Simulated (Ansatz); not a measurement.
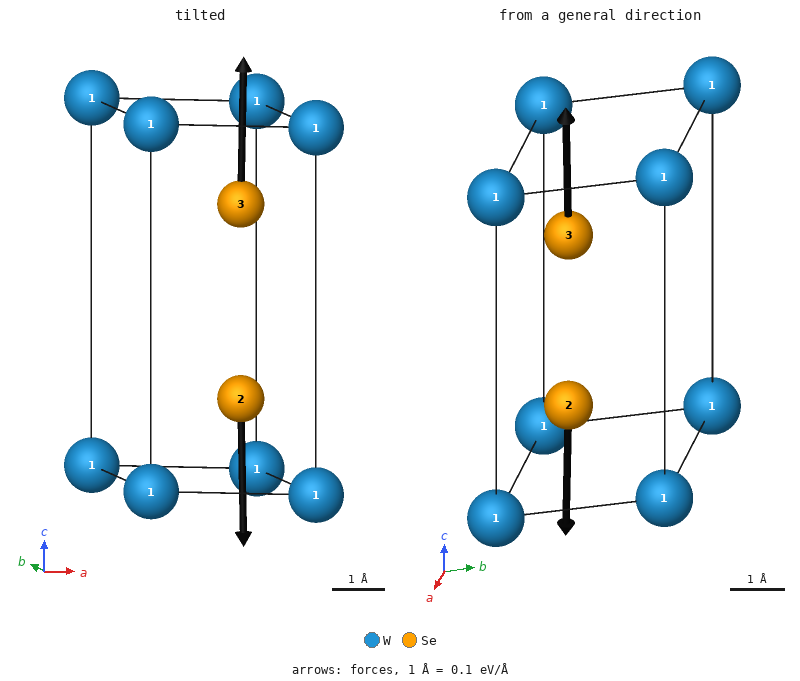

The figure gives a spheres-only picture of the atoms, viewed slightly off an axis and from a general direction. The edges of the cell (the run's own, in a reduced setting) are marked. The arrows are the computed forces on the atoms.

System: WSe2. All computed values are from DFT, HSE06, plane waves, PAW (Ansatz 0.2.0). Settings: a 420 eV plane-wave basis, k-points about 0.38 Å⁻¹ apart, no spin polarisation.

### Are the atoms in equilibrium?

No. The atoms still feel forces of up to about 0.25 eV/Å, far above a usual threshold of 0.01 to 0.03 eV/Å.

### Which atom has the biggest force on it?

Se2 and Se3, about 0.25 eV/Å.

Origin of the cell: a structure listed in the Materials Project. The cell was then strained or its atoms displaced on purpose. It was the input of a calculation with Ansatz.
